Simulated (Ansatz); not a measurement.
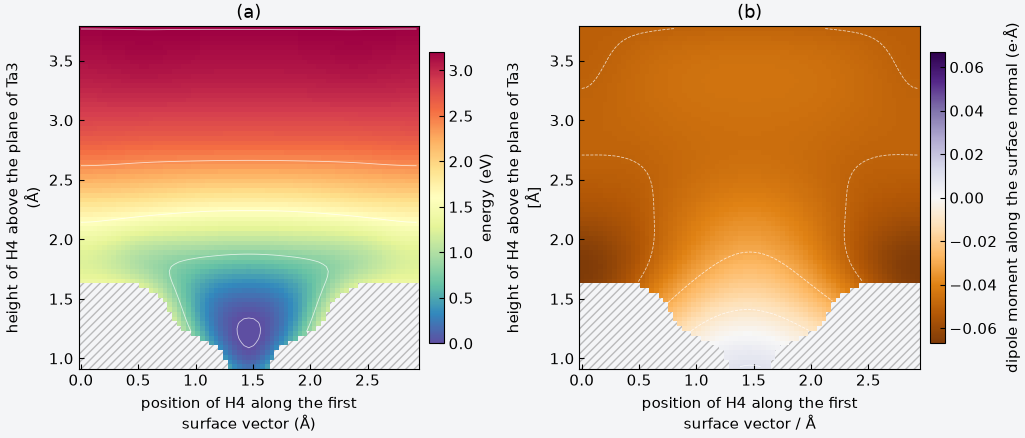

H on a Ta(111) slab cut from the Fm-3m phase, its upper half relaxed before the scan (3 atoms of substrate and one adsorbate in a 1 × 1 cell). H is moved along a line over the surface and along the normal, above a rigid substrate. Coordinates scanned: (1) position of H4 along the first surface vector, from above Ta3; (2) height of H4 above the plane of Ta3. The grid has 6 × 7 points; 23 points were computed and 11 follow by symmetry. At 8 points there is no value (left out of the scan, as a rule where atoms come close). Points are written as (first, second). Energies: eV, counted from the lowest grid point. Level of theory: DFT LDA, scalar-relativistic, plane waves, PAW (Ansatz 0.2.0). Settings: cutoff 420 eV, k-mesh 9×9×1, gaussian smearing 0.1 eV, spin-polarised.

Panel (a) is the energy and panel (b) the computed dipole moment along the surface normal on the same grid.

Drawn: a smooth colour map with a few white contour lines, hatched blanks where no value was computed. Between grid points the surface is interpolated.

**How does the dipole moment along the surface normal vary over the map, and what is it at the lowest grid point?**

Leaving out the highest fifth of the energies, it runs from −0.07 e·Å at (0.00 Å, 1.76 Å) [nearest 1 Ta at 1.76 Å] to 0.01 e·Å at (1.46 Å, 0.93 Å) [nearest 2 Ta at 1.73 Å]. At the lowest grid point, (1.46 Å, 1.34 Å) [nearest 2 Ta at 1.98 Å], it is −0.01 e·Å.

PAW datasets: the set soft_1.
